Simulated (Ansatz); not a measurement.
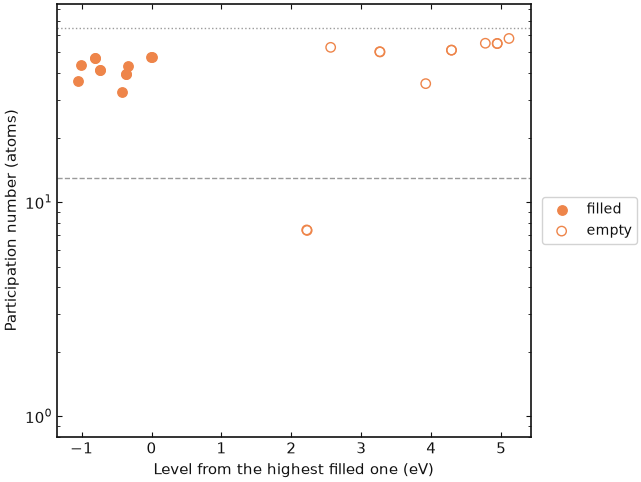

Levels near the gap of a 65-atom cell against the number of atoms over which each spreads (dotted: all atoms; dashed: a fifth of them). Host SiC.

System: Si32C33 (defect cell), 65 atoms in the cell, cell charge +2 e.

Method: DFT, r2SCAN, PAW, plane waves, one k point, (0.25, 0.25, 0.25) (Ansatz 0.2.0).

Q: Which of these levels are localised (under the dashed line)?

A: 2 of the 24 levels shown spread over less than a fifth of the cell: 2.22 eV (empty, over about 7 atoms, mostly C) and 2.23 eV (empty, over about 7 atoms, mostly C).

Q: How far apart are the highest filled and the lowest empty level?

A: The lowest empty level lies 2.22 eV above the highest filled one.

One k point in a finite cell, so levels carry errors of tenths of an eV.
